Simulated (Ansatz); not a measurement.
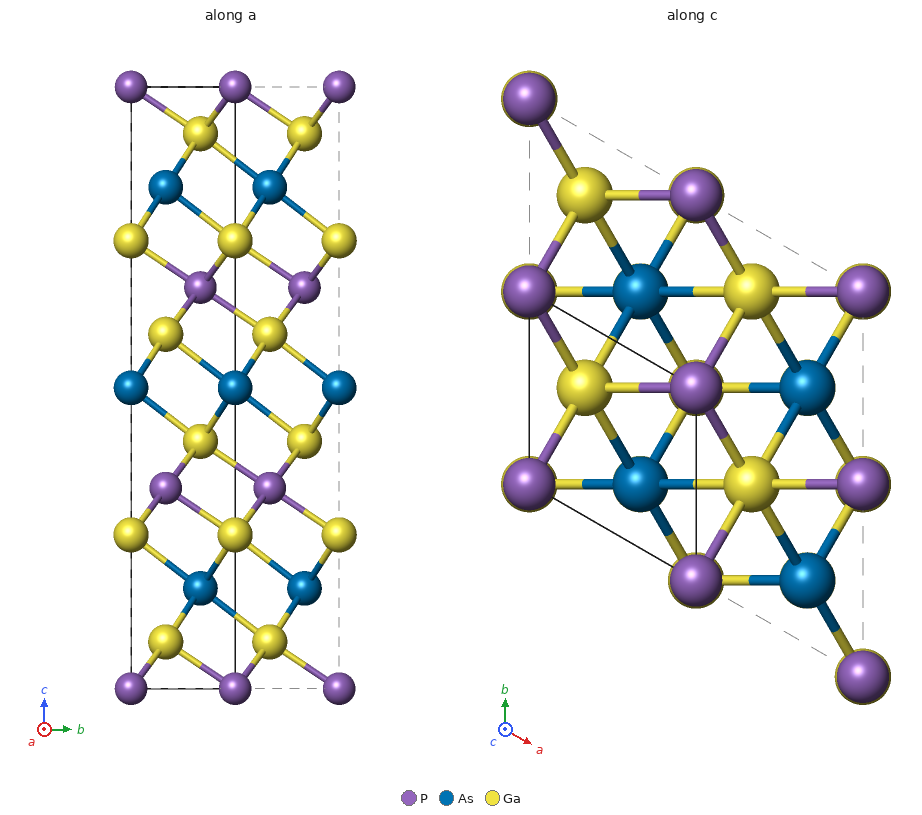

A ball-and-stick rendering, viewed along the a axis and along the c axis. 2×2×1 cells are drawn; the solid outline is the conventional unit cell.

Ga$_{2}$AsP, space group R-3m (No. 166), a = 3.67 Å, b = 3.67 Å, c = 18.37 Å, α = 90.00°, β = 90.00°, γ = 120.00°.

Method used: DFT, r2SCAN, plane waves, PAW (Ansatz 0.2.0). It ran with a basis cut at 500 eV, k-points about 0.25 Å⁻¹ apart, Fermi-Dirac smearing of 0.02 eV, no spin polarisation.

### How large a gap does the method give, if there is one?

A metal: bands cross the Fermi level.

### Under what pressure is the structure?

The computed pressure is 0.0 GPa, close to zero.

The initial geometry was a structure type filled with these elements by a generator (whether the compound takes this form wasn't checked). Earlier steps of the study may have refined or changed the cell and positions. It was the input of a calculation with Ansatz.
